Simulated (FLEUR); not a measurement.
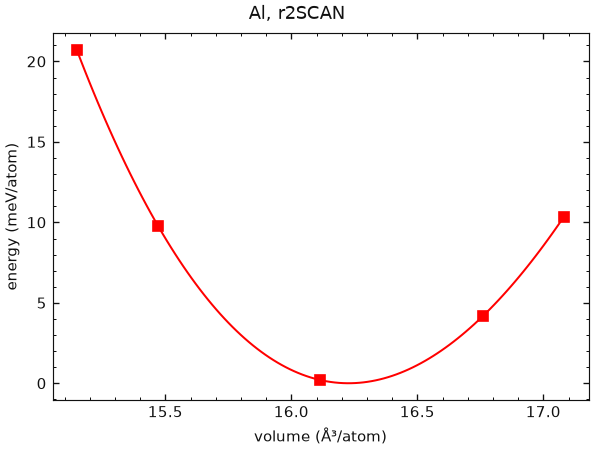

Plotted: energy against volume for Al, space group Im-3m (No. 229).

Starting cell:
```
Al
1.0
    -1.59122    1.59122    1.59122
     1.59122   -1.59122    1.59122
     1.59122    1.59122   -1.59122
Al
1
Cartesian
  0.0000 0.0000 0.0000
```

Method: all-electron LAPW DFT, no spin polarisation; energies at scaled volumes of the given cell, shape and fractions fixed, counted from the fit's minimum, third-order Birch-Murnaghan fit (FLEUR MaX-R8.1 (later development tree)). Level: r2SCAN.

- k mesh: 12×12×12
- occupations: Fermi–Dirac
- smearing width: 0.05 eV
- potentials: all electron
- program settings: basis FLAPW, kmax 4.15 1/bohr

This calculation gives: equilibrium volume 16.23 Å³/atom and bulk modulus 81.2 GPa.

Now the level changes from r2SCAN to PBEsol. How do these quantities change?

The equilibrium volume rises from 16.23 to 16.59 Å³/atom (+2.2 %) and the bulk modulus falls from 81.2 to 73.1 GPa (−10 %).

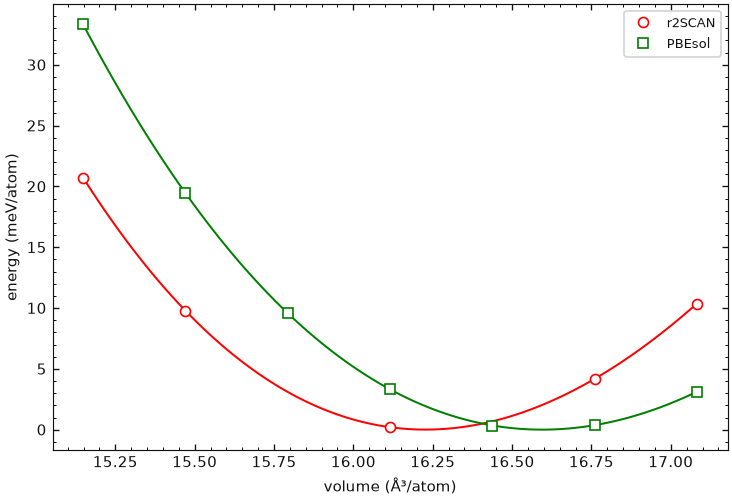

The two results together.

V0 and the bulk modulus come from third-order Birch–Murnaghan fits.
